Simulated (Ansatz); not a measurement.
System: Ru (slab).

Input file:

```
crystal:
  lattice:
    - [2.6738855892, 0.0, 0.0]
    - [-2.6738855892, 4.631305694, 0.0]
    - [0.0, 0.0, 21.2264228674]
  atoms:
    - { symbol: Ru, position: [0.3333333333, 0.3333333333, 0.4004442978] }
    - { symbol: Ru, position: [0.3333333333, 0.8333333333, 0.4004442978] }
    - { symbol: Ru, position: [0.6666666667, 0.1666666667, 0.5] }
    - { symbol: Ru, position: [0.6666666667, 0.6666666667, 0.5] }
    - { symbol: Ru, position: [0.3333333333, 0.3333333333, 0.5995557022] }
    - { symbol: Ru, position: [0.3333333333, 0.8333333333, 0.5995557022] }
basis:
  ecutwfc: 420
kpoints:
  mp_grid: { grid: [12, 6, 1] }
hamiltonian:
  xc: lda
scf:
  occupations: { method: gaussian, width: 0.1 }
output:
  forces: true
  eigenvalues: true
  write_density: true
  write_potential: true
  elf: true
  volumetric_format: npy
relax:
  adjacent_minimum: "off"
  f_tol: 0.03
  max_steps: 70
  constraints: [{ sites: [0, 1] }]
efield:
  axis: 3
  dipole_correction: true
```

Launched as:

```sh
ansatz run input.yaml --threads 2 --pin off --max-ram 5120MiB --backend cpu --events-out ev --progress --plain --runs-dir out
```

The fields are those of the relaxed geometry.

Computed without spin polarisation.

Method: Ansatz 0.2.0, DFT LDA, scalar-relativistic, plane waves, PAW.

Q: What can the converged valence pseudo-density and electron localisation function tell about the bonding?

A: Ru–Ru (2.67 Å): ρ at the midpoint is about 0.41 e/Å³; the ELF is about 0.30 at the midpoint.

Q: Does the calculation give a band gap?

A: It is metallic or semimetallic at this level of theory: no gap opens.

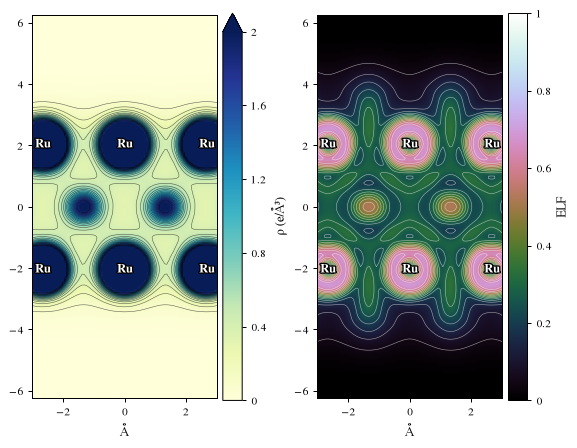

Computed valence pseudo-density and electron localisation function on the (100) plane of the calculation cell, a cut from vacuum to vacuum, in this order. Atoms just off the plane (Ru, 0.8 Å away) can leave unmarked features too.

The density is the valence pseudo-density of a PAW calculation; it isn't the true density close to the nuclei.
